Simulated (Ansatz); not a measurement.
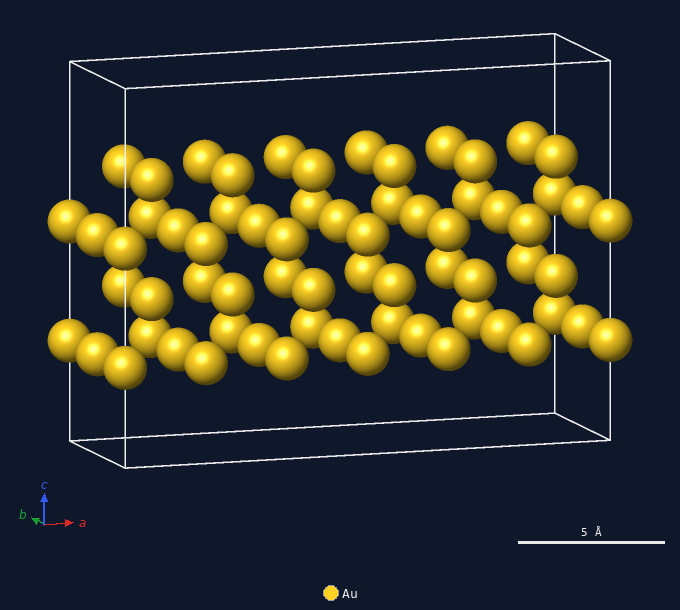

Fig. 1: The starting structure (spheres-only view of the 1 × 2 repeat of the cell, with the vacuum cut short, seen slightly off an axis). An atom can appear more than once, as a periodic image.

**Run report: Au, geometry relaxation (part 1 of 3)**

- system: Au (slab, 24 atoms in the cell)
- method: DFT PBE, scalar-relativistic, plane waves, PAW, no spin polarisation (Ansatz 0.2.0)

The structure derives from an entry of the Crystallography Open Database. The input holds or restrains some coordinates. Forces given for the steps count only the free coordinates. It belongs to a series of runs on one base structure; here: flat (0 0 1) slab.

## Output
```
Engine: ansatz 0.2.0, x86_64-unknown-linux-gnu
Pseudopotentials: kind: paw
Pseudopotential: Au, paw, valence charge 19, recommended cutoff 420 eV (normal), Au.paw.azcp
Functional definition: PBE
  parameter kappa = 0.804
  parameter beta = 0.06672455060314922
  exchange = pbe_x(kappa = kappa, mu = beta*pi^2/3)
  correlation = pbe_c(beta = beta)
Crystal: 24 atoms, lattice volume = 1053.797 Å³
Basis set: ecut = 420 eV, 20437 PW (Γ), exchange–correlation on 240×40×288 points (8 copies of the dense FFT grid, shifted against one another)
Bands: 274, of which v1, the nominal top of the filled ones, is band 228 counted from 1 (227 counted from 0)
Symmetry: 24 space group operations
k-points: 14 of 24
Non-local potential: Au, projectors of the file, l = 0: 3, l = 1: 2, l = 2: 2, l = 3: 1
PAW form: soft (Blöchl's): semilocal exchange-correlation on the pseudo side does not see the compensation charge
PAW one-centre angular grid: Au, 590 points (default); XC on 64 Gauss nodes
Initial density: superposition of atomic densities (neutral atoms: chi_scale 0, normalization atom), corrected by the library's trained network
Initial wavefunctions: pseudopotential atomic-orbital guess
Functional: x = pbe(κ = 0.804, μ = 0.2195149727645171), c = pbe(β = 0.06672455060314922)
SCF iter   1: F=—  HF=-315578.149842 eV  |F-HF|=—  |Δ(HF+E_count)|=         —  Δρ=3.00e-3  dr2=1.12e0  ethr=1.77e-3  p=0.000 e·Å  D=5.26e-6 V/Å  ΔV_dip=-0.00 eV  dr2_dipole=1.04e-7  V_vac-E_F(+/−)=4.75/4.75 eV  ⟨swp⟩=6.6  Hψ=15125  notcnv=0  defer=185
efield: sawtooth ramp at fractional position 0.7073 (placed from the atoms, in the widest stretch of the axis that holds none; the zero of the levels goes with the place), width 0.0400; the density the first Hamiltonian is built on has a dipole p = 0.000 e·Å; the dipole correction subtracts the counter field D = 5.26e-6 V/Å, which shifts the + side's vacuum level by -0.00 eV against the − side's; the planar-averaged density in the ramp window peaks in size at 2.6e-5 e/Å³
preconditioner: auto → LDOS  [metal: Δε(μ)=0.113 eV  Ē_g=8.388 eV  σ=0.100 eV  W_gap=0.49  n_scr=224 (ndim 8)  ℏωp=18.6 eV  f_vac=0.533  D(μ)=6.69/eV (n_scr^D=32)  β→1.0]
SCF iter   2: F=—  HF=-315578.178643 eV  |F-HF|=—  |Δ(HF+E_count)|=   2.88e-2  Δρ=3.17e-3  dr2=7.13e-1  ethr=2.45e-4  p=0.000 e·Å  D=7.19e-5 V/Å  ΔV_dip=-0.00 eV  dr2_dipole=8.71e-6  V_vac-E_F(+/−)=5.24/5.24 eV  ⟨swp⟩=2.0  Hψ=5956  notcnv=0  defer=465
SCF iter   3: F=—  HF=-315578.091790 eV  |F-HF|=—  |Δ(HF+E_count)|=   8.69e-2  Δρ=1.02e-3  dr2=6.96e-2  ethr=1.56e-4  p=0.000 e·Å  D=1.11e-7 V/Å  ΔV_dip=-0.00 eV  dr2_dipole=6.69e-7  V_vac-E_F(+/−)=5.11/5.11 eV  ⟨swp⟩=2.0  Hψ=4207  notcnv=0  defer=465
SCF iter   4: F=—  HF=-315578.089854 eV  |F-HF|=—  |Δ(HF+E_count)|=   1.94e-3  Δρ=2.93e-4  dr2=3.16e-3  ethr=1.53e-5  p=0.000 e·Å  D=1.22e-5 V/Å  ΔV_dip=-0.00 eV  dr2_dipole=1.49e-9  V_vac-E_F(+/−)=5.07/5.07 eV  ⟨swp⟩=2.2  Hψ=5061  notcnv=0  defer=465
SCF iter   5: F=—  HF=-315578.088651 eV  |F-HF|=—  |Δ(HF+E_count)|=   1.20e-3  Δρ=7.94e-5  dr2=1.18e-4  ethr=6.92e-7  p=-0.000 e·Å  D=-7.52e-6 V/Å  ΔV_dip=0.00 eV  dr2_dipole=1.05e-8  V_vac-E_F(+/−)=5.08/5.08 eV  ⟨swp⟩=2.0  Hψ=5595  notcnv=0  defer=406
SCF iter   6: F=—  HF=-315578.088650 eV  |F-HF|=—  |Δ(HF+E_count)|=   1.22e-6  Δρ=2.41e-5  dr2=1.10e-5  ethr=2.59e-8  p=0.000 e·Å  D=5.13e-6 V/Å  ΔV_dip=-0.00 eV  dr2_dipole=4.88e-9  V_vac-E_F(+/−)=5.08/5.08 eV  ⟨swp⟩=3.4  Hψ=7145  notcnv=0  defer=406
SCF iter   7: F=-315578.088652 eV  HF=-315578.088652 eV  |F-HF|=3.71e-7  |Δ(HF+E_count)|=   2.18e-6  Δρ=9.40e-6  dr2=1.20e-6  ethr=2.19e-9  p=-0.000 e·Å  D=-8.70e-7 V/Å  ΔV_dip=0.00 eV  dr2_dipole=2.52e-10  V_vac-E_F(+/−)=5.08/5.08 eV  ⟨swp⟩=15.1  Hψ=19408  notcnv=0
SCF 1 converged in 7 iterations: F = -315578.088652 eV  dr2 = 1.20e-6
  greatest PAW one-centre occupation: 1.000 electrons in one spin orbital (limit 2), on the Au atom at site 11 (counted from 0), in its partial waves of l = 0
relax step   1: F+E_penalty+E_count = -315578.08865161 eV  Δ(F+E_penalty+E_count) = +0.000e0 eV  max|allowed force component| = 1.107e-1 eV/Å  Δτ_max = 0.0000 Å  (7 SCF iters, dr2 threshold 1.00e-5 eV, accepted)
Initial density: handed on by an earlier stage of this run
Initial wavefunctions: those handed on with the density
iter 1 solved again at ethr=8.76e-6 eV; its pass at ethr=3.10e-3 eV (dr2=3.99e-2 eV) is discarded
SCF iter   1: F=—  HF=-315578.102432 eV  |F-HF|=—  |Δ(HF+E_count)|=         —  Δρ=1.60e-3  dr2=3.33e-2  ethr=8.76e-6  p=-0.000 e·Å  D=-2.66e-6 V/Å  ΔV_dip=0.00 eV  dr2_dipole=2.52e-3  V_vac-E_F(+/−)=5.07/5.07 eV  ⟨swp⟩=2.6  Hψ=12322  notcnv=0  defer=512
efield: sawtooth ramp at fractional position 0.7073 (handed on by an earlier solve), width 0.0400; the density the first Hamiltonian is built on has a dipole p = -0.000 e·Å; the dipole correction subtracts the counter field D = -2.66e-6 V/Å, which shifts the + side's vacuum level by +0.00 eV against the − side's; the planar-averaged density in the ramp window peaks in size at 3.3e-6 e/Å³
preconditioner: auto → LDOS  [insulator: Δε(μ)=0.182 eV  Ē_g=8.542 eV  σ=0.100 eV  W_gap=0.68  n_scr=224 (ndim 8)  ℏωp=18.6 eV  f_vac=0.536  D(μ)=6.41/eV (n_scr^D=30)  ε∞_Penn≈5.7  β→1.0]
SCF iter   2: F=—  HF=-315578.106437 eV  |F-HF|=—  |Δ(HF+E_count)|=   4.00e-3  Δρ=1.38e-3  dr2=5.14e-2  ethr=7.31e-6  p=-0.009 e·Å  D=-1.50e-3 V/Å  ΔV_dip=0.03 eV  dr2_dipole=1.88e-3  V_vac-E_F(+/−)=5.11/5.08 eV  ⟨swp⟩=2.1  Hψ=5681  notcnv=0  defer=512
SCF iter   3: F=—  HF=-315578.095445 eV  |F-HF|=—  |Δ(HF+E_count)|=   1.10e-2  Δρ=2.20e-4  dr2=5.68e-4  ethr=7.31e-6  p=0.005 e·Å  D=8.93e-4 V/Å  ΔV_dip=-0.02 eV  dr2_dipole=7.03e-5  V_vac-E_F(+/−)=5.06/5.08 eV  ⟨swp⟩=2.0  Hψ=5673  notcnv=0  defer=512
SCF iter   4: F=—  HF=-315578.094670 eV  |F-HF|=—  |Δ(HF+E_count)|=   7.75e-4  Δρ=7.31e-5  dr2=8.95e-5  ethr=1.24e-7  p=0.007 e·Å  D=1.15e-3 V/Å  ΔV_dip=-0.02 eV  dr2_dipole=9.53e-7  V_vac-E_F(+/−)=5.05/5.08 eV  ⟨swp⟩=3.0  Hψ=7189  notcnv=0  defer=513
SCF iter   5: F=—  HF=-315578.094651 eV  |F-HF|=—  |Δ(HF+E_count)|=   1.85e-5  Δρ=1.58e-5  dr2=3.06e-6  ethr=1.96e-8  p=0.007 e·Å  D=1.22e-3 V/Å  ΔV_dip=-0.02 eV  dr2_dipole=8.76e-8  V_vac-E_F(+/−)=5.05/5.08 eV  ⟨swp⟩=2.1  Hψ=5382  notcnv=0  defer=513
iter 6 did not close the SCF: its close was put off until two iterations running show no level that it waits for move by more than its bar (scf_convergence_deferred on its scf_iter line)
SCF iter   6: F=-315578.094652 eV  HF=-315578.094652 eV  |F-HF|=3.95e-7  |Δ(HF+E_count)|=   7.71e-7  Δρ=6.52e-6  dr2=6.76e-7  ethr=1.68e-10  p=0.007 e·Å  D=1.29e-3 V/Å  ΔV_dip=-0.03 eV  dr2_dipole=8.65e-8  V_vac-E_F(+/−)=5.05/5.08 eV  ⟨swp⟩=13.6  Hψ=19136  notcnv=0
iter 7 did not close the SCF: its close was put off until two iterations running show no level that it waits for move by more than its bar (scf_convergence_deferred on its scf_iter line)
SCF iter   7: F=-315578.094652 eV  HF=-315578.094652 eV  |F-HF|=1.84e-8  |Δ(HF+E_count)|=   9.37e-9  Δρ=1.68e-6  dr2=2.53e-8  ethr=1.48e-10  p=0.008 e·Å  D=1.31e-3 V/Å  ΔV_dip=-0.03 eV  dr2_dipole=3.40e-9  V_vac-E_F(+/−)=5.05/5.08 eV  ⟨swp⟩=4.7  Hψ=13690  notcnv=0
SCF iter   8: F=-315578.094652 eV  HF=-315578.094652 eV  |F-HF|=2.27e-9  |Δ(HF+E_count)|=   2.85e-8  Δρ=6.63e-7  dr2=5.68e-9  ethr=5.55e-12  p=0.008 e·Å  D=1.32e-3 V/Å  ΔV_dip=-0.03 eV  dr2_dipole=5.28e-10  V_vac-E_F(+/−)=5.05/5.08 eV  ⟨swp⟩=3.4  Hψ=10545  notcnv=0
SCF 2 converged in 8 iterations: F = -315578.094652 eV  dr2 = 5.68e-9
relax step   2: F+E_penalty+E_count = -315578.09465225 eV  Δ(F+E_penalty+E_count) = -6.001e-3 eV  max|allowed force component| = 7.652e-2 eV/Å  Δτ_max = 0.0617 Å  (8 SCF iters, dr2 threshold 7.65e-7 eV, accepted)
SCF iter   1: F=—  HF=-315578.101467 eV  |F-HF|=—  |Δ(HF+E_count)|=         —  Δρ=6.96e-4  dr2=5.41e-3  ethr=1.39e-5  p=0.008 e·Å  D=1.32e-3 V/Å  ΔV_dip=-0.03 eV  dr2_dipole=9.76e-5  V_vac-E_F(+/−)=5.06/5.08 eV  ⟨swp⟩=3.0  Hψ=8149  notcnv=0  defer=515
efield: sawtooth ramp at fractional position 0.7073 (handed on by an earlier solve), width 0.0400; the density the first Hamiltonian is built on has a dipole p = 0.008 e·Å; the dipole correction subtracts the counter field D = 1.32e-3 V/Å, which shifts the + side's vacuum level by -0.03 eV against the − side's; the planar-averaged density in the ramp window peaks in size at 4.8e-6 e/Å³
preconditioner: auto → LDOS  [insulator: Δε(μ)=0.165 eV  Ē_g=8.529 eV  σ=0.100 eV  W_gap=0.65  n_scr=224 (ndim 8)  ℏωp=18.6 eV  f_vac=0.536  D(μ)=6.51/eV (n_scr^D=30)  ε∞_Penn≈5.7  β→1.0]
SCF iter   2: F=—  HF=-315578.102468 eV  |F-HF|=—  |Δ(HF+E_count)|=   1.00e-3  Δρ=6.10e-4  dr2=1.07e-2  ethr=1.19e-6  p=0.013 e·Å  D=2.27e-3 V/Å  ΔV_dip=-0.05 eV  dr2_dipole=9.68e-4  V_vac-E_F(+/−)=5.03/5.08 eV  ⟨swp⟩=2.3  Hψ=6915  notcnv=0  defer=515
SCF iter   3: F=—  HF=-315578.100319 eV  |F-HF|=—  |Δ(HF+E_count)|=   2.15e-3  Δρ=1.24e-4  dr2=2.70e-4  ethr=1.19e-6  p=0.004 e·Å  D=7.59e-4 V/Å  ΔV_dip=-0.02 eV  dr2_dipole=3.41e-8  V_vac-E_F(+/−)=5.07/5.08 eV  ⟨swp⟩=2.0  Hψ=5677  notcnv=0  defer=515
SCF iter   4: F=—  HF=-315578.100265 eV  |F-HF|=—  |Δ(HF+E_count)|=   5.38e-5  Δρ=5.61e-5  dr2=5.94e-5  ethr=5.93e-8  p=0.005 e·Å  D=8.82e-4 V/Å  ΔV_dip=-0.02 eV  dr2_dipole=1.92e-6  V_vac-E_F(+/−)=5.06/5.08 eV  ⟨swp⟩=3.0  Hψ=6940  notcnv=0  defer=515
SCF iter   5: F=—  HF=-315578.099576 eV  |F-HF|=—  |Δ(HF+E_count)|=   6.89e-4  Δρ=8.73e-6  dr2=8.94e-7  ethr=1.30e-8  p=0.005 e·Å  D=8.48e-4 V/Å  ΔV_dip=-0.02 eV  dr2_dipole=1.57e-9  V_vac-E_F(+/−)=5.06/5.08 eV  ⟨swp⟩=2.1  Hψ=5170  notcnv=0  defer=515
SCF iter   6: F=—  HF=-315578.099576 eV  |F-HF|=—  |Δ(HF+E_count)|=   2.79e-7  Δρ=2.60e-6  dr2=1.46e-7  ethr=1.96e-10  p=0.005 e·Å  D=8.34e-4 V/Å  ΔV_dip=-0.02 eV  dr2_dipole=5.36e-9  V_vac-E_F(+/−)=5.06/5.08 eV  ⟨swp⟩=3.1  Hψ=7662  notcnv=0  defer=515
SCF iter   7: F=-315578.099576 eV  HF=-315578.099576 eV  |F-HF|=9.31e-10  |Δ(HF+E_count)|=   1.23e-8  Δρ=6.61e-7  dr2=6.43e-9  ethr=2.19e-11  p=0.005 e·Å  D=8.21e-4 V/Å  ΔV_dip=-0.02 eV  dr2_dipole=1.84e-11  V_vac-E_F(+/−)=5.06/5.08 eV  ⟨swp⟩=12.4  Hψ=17500  notcnv=0
SCF 3 converged in 7 iterations: F = -315578.099576 eV  dr2 = 6.43e-9
relax step   3: F+E_penalty+E_count = -315578.09957562 eV  Δ(F+E_penalty+E_count) = -4.923e-3 eV  max|allowed force component| = 1.471e-3 eV/Å  Δτ_max = 0.0266 Å  (7 SCF iters, accepted)
```

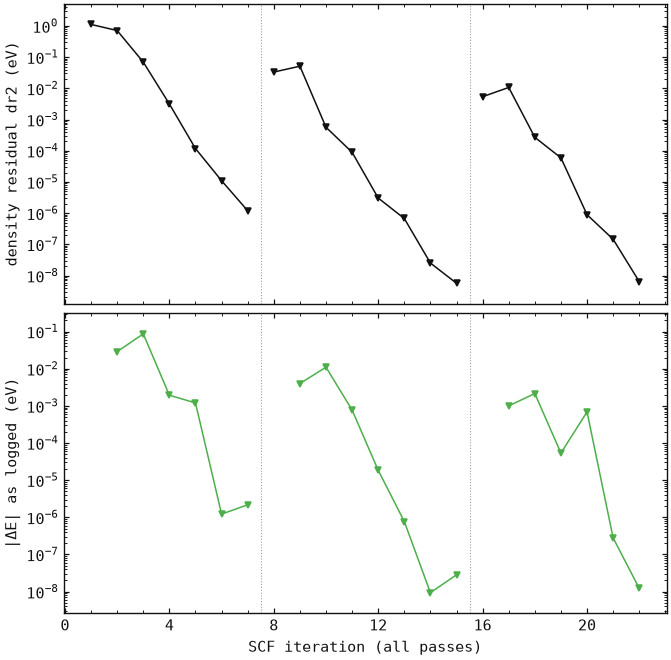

Fig. 2: Convergence of the self-consistent field: density residual dr2 and size of the energy change against the SCF iteration. The dotted lines part the SCF passes of the relaxation: geometry steps, rejected trials and re-solves on a re-selected basis. The passes take 7, 8 and 7 iterations.

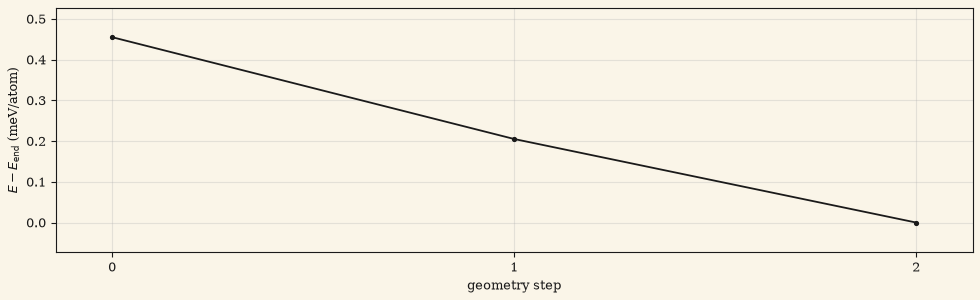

Fig. 3: Progress of the restrained relaxation, step by step (the first geometry is step 0 here and step 1 in the log).

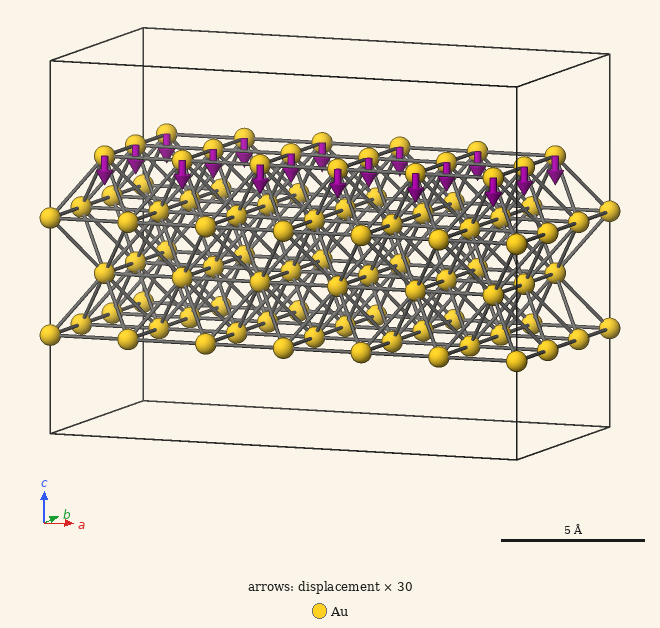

Fig. 4: The starting structure with the displacements as pink arrows, magnified 30 times (ball-and-stick view of the 1 × 3 repeat of the cell, with the vacuum cut short, seen slightly off an axis). Over 2 geometry steps the energy falls by 0.5 meV per atom. The largest force component goes from 0.11 to 0.0015 eV/Å. The largest moves, 0.035 Å, are those of Au14, Au16, Au18, Au20, Au22 and Au24. The lattice vectors keep their values. Distances before and after: Au13–Au14 2.940 → 2.918 Å. (Atoms are counted from 1 in the order of the input.)

```
SCF converged after 7 iterations
Free energy (F): -315578.099576 eV
Harris-Foulkes:  -315578.099576 eV  (|F-HF|=9.31e-10)
Internal energy: -315578.066989 eV  (E = F + TS)
E sigma→0 (E₀):  -315578.083282 eV
Entropy (-TS):   -0.032587 eV (-1.358 meV/atom)
Fermi energy:    4.827339 eV
Dipole field:    D = 0.000819 V/Å  (p = 0.004768 e·Å, saw-weighted, corrected)
Work function:   Φ+ = 5.0637 eV   Φ− = 5.0803 eV
Levels:          The Fermi level and band energies are counted from a zero that moves with the ramp; work functions are not
--- Per-component energies (eV) ---
  E_band       = -11936.567746
  E_kinetic    = 14494.386221
  E_local      = -487129.399859  (includes V_loc(G=0)·N_el)
  E_nonlocal   = 1790.335838
  E_hartree    = 237086.590197
  E_xc         = -5450.578316
  E_vxc        = -6574.732202  (∫ρ·V_xc dr)
  E_paw        = -232968.062770  (= ΣΔE_a)
  E_vpaw       = -8690.405775  (= ΣTr[D̂ρ^β])
  E_aug_tail   = 0.033780  (compensation charges beyond the density's cutoff)
  E_efield     = 0.000002  (sawtooth field / dipole correction)
  E_vefield    = 0.003663  (∫n·V_field dr)
  E_ewald      = 156598.627919
  E_smearing   = -0.032587  (= −TS)
  E_closure    = 0.000000  (closes the sum)
  Σ components = -315578.099576   (vs F -315578.099576, Δ=0.00e0)
```
